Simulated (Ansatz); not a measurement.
**Geometry relaxation of Te (part 1 of 2)**

Te (P3₁21, 3 atoms in the cell), computed with DFT, PBE, dispersion d3bj, plane waves, PAW, no spin polarisation (Ansatz 0.2.0).

The structure derives from an entry of the Crystallography Open Database.

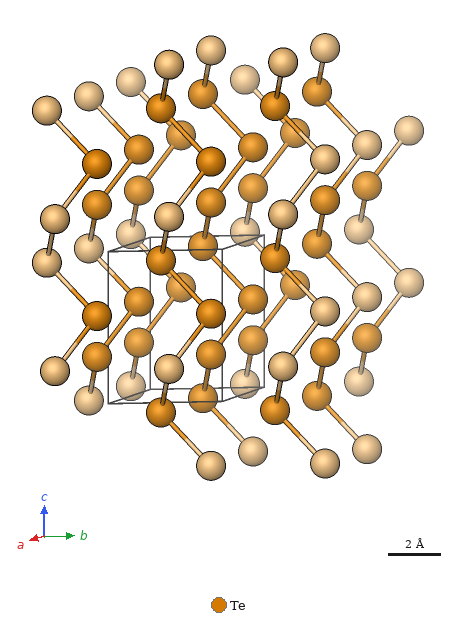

Figure 1. The starting structure (ball-and-stick view of the cell of the calculation, repeated 2 × 2 × 2, seen slightly off an axis; neighbours outside the cell are drawn fainter). Near neighbours in the crystal (not all of them lie inside the picture): Te has 2 Te at 2.86 Å.

### The input
```yaml
crystal:
  lattice:
    - [4.454, 0.0, 0.0]
    - [-2.227, 3.8572771485, 0.0]
    - [0.0, 0.0, 5.924]
  atoms:
    - { symbol: Te, position: [0.269, 0.0, 0.3333333333] }
    - { symbol: Te, position: [0.0, 0.269, 0.6666666667] }
    - { symbol: Te, position: [0.731, 0.731, 0.0] }
basis:
  ecutwfc: 420
kpoints:
  mp_grid: { grid: [6, 6, 4] }
hamiltonian:
  xc: pbe
  dispersion: d3bj
scf:
  occupations: { method: gaussian, width: 0.01 }
output:
  forces: true
  stress: true
  eigenvalues: true
  write_density: true
  write_potential: true
  elf: true
  volumetric_format: npy
relax:
  adjacent_minimum: "off"
  f_tol: 0.005
  max_steps: 80
  cell: { stress_tol: 0.05 }
```

Machine: 1 thread of Intel Xeon (Granite Rapids), 128 GiB of memory available, shared host.

Launch command:
```bash
ansatz run input.yaml --threads 1 --pin off --max-ram 2560MiB --backend cpu --events-out ev --progress --plain --runs-dir out
```

### Log
```
Engine: ansatz 0.2.0, x86_64-unknown-linux-gnu
Pseudopotentials: kind: paw
Pseudopotential: Te, paw, valence charge 16, recommended cutoff 420 eV (normal), Te.paw.azcp
Functional definition: PBE
  parameter kappa = 0.804
  parameter beta = 0.06672455060314922
  exchange = pbe_x(kappa = kappa, mu = beta*pi^2/3)
  correlation = pbe_c(beta = beta)
Crystal: 3 atoms, lattice volume = 101.776 Å³
Basis set: ecut = 420 eV, 1993 PW (Γ), exchange–correlation on 60×60×80 points (8 copies of the dense FFT grid, shifted against one another)
Bands: 29, of which v1, the nominal top of the filled ones, is band 24 counted from 1 (23 counted from 0)
Symmetry: 6 space group operations
Space group: P3121 (ITA 152), of the structure as read, at distance tolerance 4.7e-5 Å
k-points: 24 of 144 (time reversal used)
Non-local potential: Te, projectors of the file, l = 0: 2, l = 1: 2, l = 2: 2, l = 3: 2
PAW form: soft (Blöchl's): semilocal exchange-correlation on the pseudo side does not see the compensation charge
PAW one-centre angular grid: Te, 590 points (default); XC on 64 Gauss nodes
Initial density: superposition of atomic densities (neutral atoms: chi_scale 0, normalization atom), corrected by the library's trained network
Initial wavefunctions: pseudopotential atomic-orbital guess
Functional: x = pbe(κ = 0.804, μ = 0.2195149727645171), c = pbe(β = 0.06672455060314922)
SCF iter   1: F=—  HF=-20941.147530 eV  |F-HF|=—  |Δ(HF+E_count)|=         —  Δρ=1.30e-3  dr2=1.16e-3  ethr=1.77e-3  ⟨swp⟩=8.0  Hψ=3292  notcnv=0
preconditioner: auto → Resta (q_TF=auto, 2.407 Å⁻¹)  ε∞=4.3  [insulator: Δε(μ)=0.193 eV  Ē_g=8.650 eV  σ=0.010 eV  W_gap=1.00  n_scr=22 (ndim 8)  ℏωp=15.6 eV  f_vac=0.027  D(μ)=0.00/eV (n_scr^D=0)  ε∞_Penn≈4.3]
SCF iter   2: F=—  HF=-20941.145959 eV  |F-HF|=—  |Δ(HF+E_count)|=   1.57e-3  Δρ=7.35e-4  dr2=3.18e-4  ethr=2.42e-6  ⟨swp⟩=2.8  Hψ=1645  notcnv=0  defer=24
SCF iter   3: F=—  HF=-20941.146271 eV  |F-HF|=—  |Δ(HF+E_count)|=   3.12e-4  Δρ=3.85e-4  dr2=9.54e-5  ethr=6.63e-7  ⟨swp⟩=2.9  Hψ=1313  notcnv=0  defer=24
SCF iter   4: F=—  HF=-20941.146417 eV  |F-HF|=—  |Δ(HF+E_count)|=   1.47e-4  Δρ=1.77e-4  dr2=2.02e-5  ethr=1.99e-7  ⟨swp⟩=2.0  Hψ=958  notcnv=0  defer=24
SCF iter   5: F=—  HF=-20941.146445 eV  |F-HF|=—  |Δ(HF+E_count)|=   2.76e-5  Δρ=4.35e-5  dr2=1.38e-6  ethr=4.20e-8  ⟨swp⟩=3.0  Hψ=1248  notcnv=0  defer=24
SCF iter   6: F=—  HF=-20941.146446 eV  |F-HF|=—  |Δ(HF+E_count)|=   1.64e-6  Δρ=1.50e-5  dr2=2.39e-7  ethr=2.87e-9  ⟨swp⟩=2.0  Hψ=878  notcnv=0  defer=24
SCF iter   7: F=-20941.146446 eV  HF=-20941.146446 eV  |F-HF|=9.71e-10  |Δ(HF+E_count)|=   1.59e-8  Δρ=1.95e-6  dr2=3.84e-9  ethr=2.08e-10  ⟨swp⟩=13.9  Hψ=4978  notcnv=0
SCF 1 converged in 7 iterations: F = -20941.146446 eV  dr2 = 3.84e-9
  greatest PAW one-centre occupation: 0.998 electrons in one spin orbital (limit 2), on the Te atom at site 1 (counted from 0), in its partial waves of l = 2
relax step   1: F+E_penalty+E_count = -20941.14644637 eV  Δ(F+E_penalty+E_count) = +0.000e0 eV  max|allowed force component| = 1.430e-1 eV/Å  Δτ_max = 0.0000 Å  P = -0.714 GPa  Ω = 101.776 Å³  (7 SCF iters, dr2 threshold 1.00e-7 eV, accepted)
Crystal: 3 atoms, lattice volume = 97.963 Å³
Basis set: ecut = 420 eV, 1921 PW (Γ), exchange–correlation on 60×60×80 points (8 copies of the dense FFT grid, shifted against one another)
Initial density: handed on by an earlier stage of this run
Initial wavefunctions: those handed on with the density
iter 1 solved again at ethr=2.66e-6 eV; its pass at ethr=3.10e-3 eV (dr2=1.28e-3 eV) is discarded
SCF iter   1: F=—  HF=-20941.169051 eV  |F-HF|=—  |Δ(HF+E_count)|=         —  Δρ=1.44e-3  dr2=1.27e-3  ethr=2.66e-6  ⟨swp⟩=2.8  Hψ=4112  notcnv=0
preconditioner: auto → Resta (q_TF=auto, 2.422 Å⁻¹)  ε∞=4.3  [insulator: Δε(μ)=0.150 eV  Ē_g=8.717 eV  σ=0.010 eV  W_gap=1.00  n_scr=22 (ndim 8)  ℏωp=15.9 eV  f_vac=0.017  D(μ)=0.00/eV (n_scr^D=0)  ε∞_Penn≈4.3]
SCF iter   2: F=—  HF=-20941.169002 eV  |F-HF|=—  |Δ(HF+E_count)|=   4.96e-5  Δρ=8.27e-4  dr2=4.48e-4  ethr=2.64e-6  ⟨swp⟩=1.0  Hψ=696  notcnv=0
SCF iter   3: F=—  HF=-20941.169020 eV  |F-HF|=—  |Δ(HF+E_count)|=   1.79e-5  Δρ=8.45e-5  dr2=9.02e-6  ethr=9.33e-7  ⟨swp⟩=2.0  Hψ=912  notcnv=0
SCF iter   4: F=—  HF=-20941.169024 eV  |F-HF|=—  |Δ(HF+E_count)|=   4.02e-6  Δρ=2.77e-5  dr2=1.04e-6  ethr=1.88e-8  ⟨swp⟩=2.0  Hψ=912  notcnv=0
SCF iter   5: F=-20941.169025 eV  HF=-20941.169025 eV  |F-HF|=6.01e-8  |Δ(HF+E_count)|=   9.95e-7  Δρ=6.66e-6  dr2=5.84e-8  ethr=6.25e-10  ⟨swp⟩=12.2  Hψ=5370  notcnv=0
SCF 2 converged in 5 iterations: F = -20941.169025 eV  dr2 = 5.84e-8
  greatest PAW one-centre occupation: 0.998 electrons in one spin orbital (limit 2), on the Te atom at site 2 (counted from 0), in its partial waves of l = 2
relax step   2: F+E_penalty+E_count = -20941.16902472 eV  Δ(F+E_penalty+E_count) = -2.258e-2 eV  max|allowed force component| = 9.401e-2 eV/Å  Δτ_max = 0.0375 Å  P = +0.211 GPa  Ω = 97.963 Å³  energy of the carried Pulay correction = +6.128e-4 eV  (5 SCF iters, dr2 threshold 3.00e-7 eV, accepted)
Crystal: 3 atoms, lattice volume = 97.051 Å³
Basis set: ecut = 420 eV, 1933 PW (Γ), exchange–correlation on 60×60×80 points (8 copies of the dense FFT grid, shifted against one another)
iter 1 solved again at ethr=2.91e-6 eV; its pass at ethr=3.10e-3 eV (dr2=1.40e-3 eV) is discarded
SCF iter   1: F=—  HF=-20941.174116 eV  |F-HF|=—  |Δ(HF+E_count)|=         —  Δρ=1.49e-3  dr2=1.47e-3  ethr=2.91e-6  ⟨swp⟩=2.1  Hψ=4475  notcnv=0
preconditioner: auto → Resta (q_TF=auto, 2.426 Å⁻¹)  ε∞=4.4  [insulator: Δε(μ)=0.069 eV  Ē_g=8.681 eV  σ=0.010 eV  W_gap=1.00  n_scr=22 (ndim 8)  ℏωp=16.0 eV  f_vac=0.017  D(μ)=0.00/eV (n_scr^D=0)  ε∞_Penn≈4.4]
SCF iter   2: F=—  HF=-20941.173993 eV  |F-HF|=—  |Δ(HF+E_count)|=   1.23e-4  Δρ=8.49e-4  dr2=4.79e-4  ethr=2.91e-6  ⟨swp⟩=1.0  Hψ=696  notcnv=0
SCF iter   3: F=—  HF=-20941.173977 eV  |F-HF|=—  |Δ(HF+E_count)|=   1.52e-5  Δρ=7.27e-5  dr2=5.08e-6  ethr=9.98e-7  ⟨swp⟩=2.0  Hψ=912  notcnv=0
SCF iter   4: F=—  HF=-20941.173976 eV  |F-HF|=—  |Δ(HF+E_count)|=   1.66e-6  Δρ=2.31e-5  dr2=5.41e-7  ethr=6.25e-10  ⟨swp⟩=12.5  Hψ=5497  notcnv=0
SCF iter   5: F=-20941.173976 eV  HF=-20941.173976 eV  |F-HF|=3.07e-9  |Δ(HF+E_count)|=   3.08e-7  Δρ=4.53e-6  dr2=2.42e-8  ethr=6.25e-10  ⟨swp⟩=10.8  Hψ=4804  notcnv=0
SCF 3 converged in 5 iterations: F = -20941.173976 eV  dr2 = 2.42e-8
relax step   3: F+E_penalty+E_count = -20941.17397610 eV  Δ(F+E_penalty+E_count) = -4.951e-3 eV  max|allowed force component| = 6.615e-2 eV/Å  Δτ_max = 0.0361 Å  P = -0.273 GPa  Ω = 97.051 Å³  energy of the carried Pulay correction = +7.629e-4 eV  (5 SCF iters, dr2 threshold 3.00e-7 eV, accepted)
Crystal: 3 atoms, lattice volume = 96.543 Å³
Basis set: ecut = 420 eV, 1897 PW (Γ), exchange–correlation on 60×60×80 points (8 copies of the dense FFT grid, shifted against one another)
iter 1 solved again at ethr=3.10e-7 eV; its pass at ethr=3.10e-3 eV (dr2=1.49e-4 eV) is discarded
SCF iter   1: F=—  HF=-20941.175591 eV  |F-HF|=—  |Δ(HF+E_count)|=         —  Δρ=4.02e-4  dr2=1.13e-4  ethr=3.10e-7  ⟨swp⟩=3.0  Hψ=4030  notcnv=0
preconditioner: auto → Resta (q_TF=auto, 2.428 Å⁻¹)  ε∞=4.4  [insulator: Δε(μ)=0.048 eV  Ē_g=8.714 eV  σ=0.010 eV  W_gap=1.00  n_scr=22 (ndim 8)  ℏωp=16.0 eV  f_vac=0.015  D(μ)=0.01/eV (n_scr^D=0)  ε∞_Penn≈4.4]
SCF iter   2: F=—  HF=-20941.175584 eV  |F-HF|=—  |Δ(HF+E_count)|=   6.75e-6  Δρ=2.32e-4  dr2=3.68e-5  ethr=2.35e-7  ⟨swp⟩=1.0  Hψ=696  notcnv=0
SCF iter   3: F=—  HF=-20941.175584 eV  |F-HF|=—  |Δ(HF+E_count)|=   1.87e-7  Δρ=2.34e-5  dr2=4.29e-7  ethr=7.66e-8  ⟨swp⟩=2.0  Hψ=865  notcnv=0
SCF iter   4: F=-20941.175584 eV  HF=-20941.175584 eV  |F-HF|=3.42e-8  |Δ(HF+E_count)|=   1.77e-7  Δρ=7.44e-6  dr2=4.70e-8  ethr=5.70e-10  ⟨swp⟩=11.0  Hψ=4952  notcnv=0
SCF 4 converged in 4 iterations: F = -20941.175584 eV  dr2 = 4.70e-8
relax step   4: F+E_penalty+E_count = -20941.17558424 eV  Δ(F+E_penalty+E_count) = -1.608e-3 eV  max|allowed force component| = 7.041e-3 eV/Å  Δτ_max = 0.0089 Å  P = +0.082 GPa  Ω = 96.543 Å³  energy of the carried Pulay correction = +8.471e-4 eV  (4 SCF iters, dr2 threshold 2.73e-7 eV, accepted)
Crystal: 3 atoms, lattice volume = 96.837 Å³
Basis set: ecut = 420 eV, 1909 PW (Γ), exchange–correlation on 60×60×80 points (8 copies of the dense FFT grid, shifted against one another)
iter 1 solved again at ethr=4.92e-8 eV; its pass at ethr=3.10e-3 eV (dr2=2.36e-5 eV) is discarded
SCF iter   1: F=—  HF=-20941.175639 eV  |F-HF|=—  |Δ(HF+E_count)|=         —  Δρ=1.62e-4  dr2=1.76e-5  ethr=4.92e-8  ⟨swp⟩=3.0  Hψ=3935  notcnv=0
preconditioner: auto → Resta (q_TF=auto, 2.427 Å⁻¹)  ε∞=4.4  [insulator: Δε(μ)=0.045 eV  Ē_g=8.708 eV  σ=0.010 eV  W_gap=1.00  n_scr=22 (ndim 8)  ℏωp=16.0 eV  f_vac=0.016  D(μ)=0.03/eV (n_scr^D=0)  ε∞_Penn≈4.4]
SCF iter   2: F=—  HF=-20941.175639 eV  |F-HF|=—  |Δ(HF+E_count)|=   1.74e-7  Δρ=9.33e-5  dr2=6.04e-6  ethr=3.67e-8  ⟨swp⟩=1.0  Hψ=696  notcnv=0
SCF iter   3: F=—  HF=-20941.175639 eV  |F-HF|=—  |Δ(HF+E_count)|=   1.34e-7  Δρ=1.04e-5  dr2=1.15e-7  ethr=1.26e-8  ⟨swp⟩=2.0  Hψ=898  notcnv=0
SCF iter   4: F=-20941.175639 eV  HF=-20941.175639 eV  |F-HF|=1.05e-8  |Δ(HF+E_count)|=   6.77e-8  Δρ=3.69e-6  dr2=1.85e-8  ethr=8.49e-11  ⟨swp⟩=9.5  Hψ=4408  notcnv=0
SCF 5 converged in 4 iterations: F = -20941.175639 eV  dr2 = 1.85e-8
relax step   5: F+E_penalty+E_count = -20941.17563916 eV  Δ(F+E_penalty+E_count) = -5.491e-5 eV  max|allowed force component| = 2.040e-3 eV/Å  Δτ_max = 0.0042 Å  P = -0.008 GPa  Ω = 96.837 Å³  energy of the carried Pulay correction = +7.984e-4 eV  (4 SCF iters, dr2 threshold 4.07e-8 eV, accepted)
Initial wavefunctions: pseudopotential atomic-orbital guess (no wavefunctions were taken with the density)
iter 1 solved again at ethr=1.96e-7 eV; its pass at ethr=3.10e-3 eV (dr2=9.43e-5 eV) is discarded
SCF iter   1: F=—  HF=-20941.174855 eV  |F-HF|=—  |Δ(HF+E_count)|=         —  Δρ=4.79e-5  dr2=3.20e-7  ethr=1.96e-7  ⟨swp⟩=3.1  Hψ=5091  notcnv=0
SCF iter   2: F=—  HF=-20941.174860 eV  |F-HF|=—  |Δ(HF+E_count)|=   5.61e-6  Δρ=2.42e-5  dr2=8.95e-8  ethr=6.67e-10  ⟨swp⟩=2.1  Hψ=1273  notcnv=0
SCF iter   3: F=—  HF=-20941.174860 eV  |F-HF|=—  |Δ(HF+E_count)|=   2.46e-7  Δρ=4.55e-6  dr2=7.56e-9  ethr=1.86e-10  ⟨swp⟩=2.0  Hψ=1272  notcnv=0
SCF iter   4: F=—  HF=-20941.174860 eV  |F-HF|=—  |Δ(HF+E_count)|=   8.46e-9  Δρ=4.26e-7  dr2=1.83e-10  ethr=1.58e-11  ⟨swp⟩=2.0  Hψ=912  notcnv=0
SCF iter   5: F=-20941.174860 eV  HF=-20941.174860 eV  |F-HF|=1.82e-11  |Δ(HF+E_count)|=  3.35e-10  Δρ=1.33e-7  dr2=2.31e-11  ethr=1.00e-12  ⟨swp⟩=7.0  Hψ=3047  notcnv=0
SCF 6 converged in 5 iterations: F = -20941.174860 eV  dr2 = 2.31e-11
  greatest PAW one-centre occupation: 0.998 electrons in one spin orbital (limit 2), on the Te atom at site 0 (counted from 0), in its partial waves of l = 2
relax step   6: F+E_penalty+E_count = -20941.17486040 eV  Δ(F+E_penalty+E_count) = +7.788e-4 eV  max|allowed force component| = 2.031e-3 eV/Å  Δτ_max = 0.0000 Å  P = -0.009 GPa  Ω = 96.837 Å³  stress off target by 1.26e-2 GPa  SCF on the basis re-selected at this cell (its energy is not comparable with the rows above)  (5 SCF iters)
```

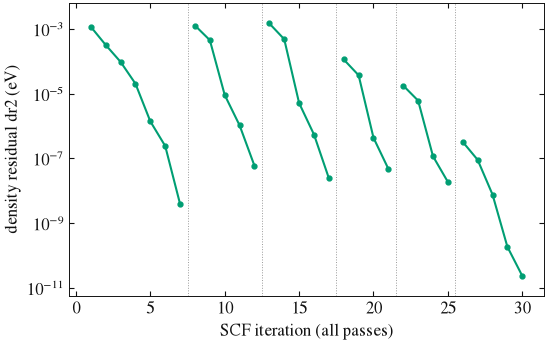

Figure 2. Convergence of the self-consistent field: density residual dr2 against the SCF iteration. The dotted lines part the SCF passes of the relaxation: geometry steps, rejected trials and re-solves on a re-selected basis. The 6 passes take 4 to 7 iterations each, 30 in all.
